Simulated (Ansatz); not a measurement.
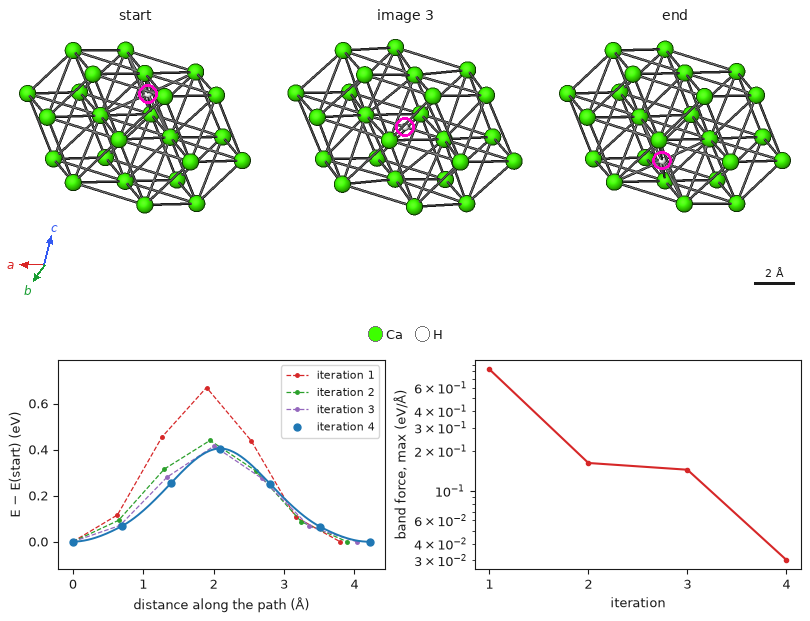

A nudged-elastic-band calculation for a defect cell of composition Ca16H (17 atoms in the cell). Images are numbered from 0 (start) to 6 (end). The plot follows the band through its iterations. A ball-and-stick model of the atoms within 6.2 Å of the middle of the path, seen from a free direction. The moving atom is ringed, with any periodic copies. Bonds to atoms that aren't drawn are left out.

Theory: DFT PBE, scalar-relativistic, plane waves, PAW (Ansatz 0.2.0). Settings: plane-wave cutoff 420 eV; k-point mesh 3 × 3 × 3; Gaussian smearing 0.1 eV; 5 movable images; climbing image.

Did the band converge, and can the barrier be trusted?

Answer. The run is converged, with reservations. The band converged in 4 iterations. The largest component of the band force went from 0.83 to 0.03 eV/Å. The climbing image converged on the top of the path. Its curvatures weren't checked. The first iteration put the highest image at 0.67 eV. The two ends have the same energy, and the highest point, image 3, lies 0.40 eV above the start.

Cost: 6.3 min on 4 threads of AMD EPYC 9R14 (Zen 4), with other jobs on the host, peak memory 4.7 GiB.
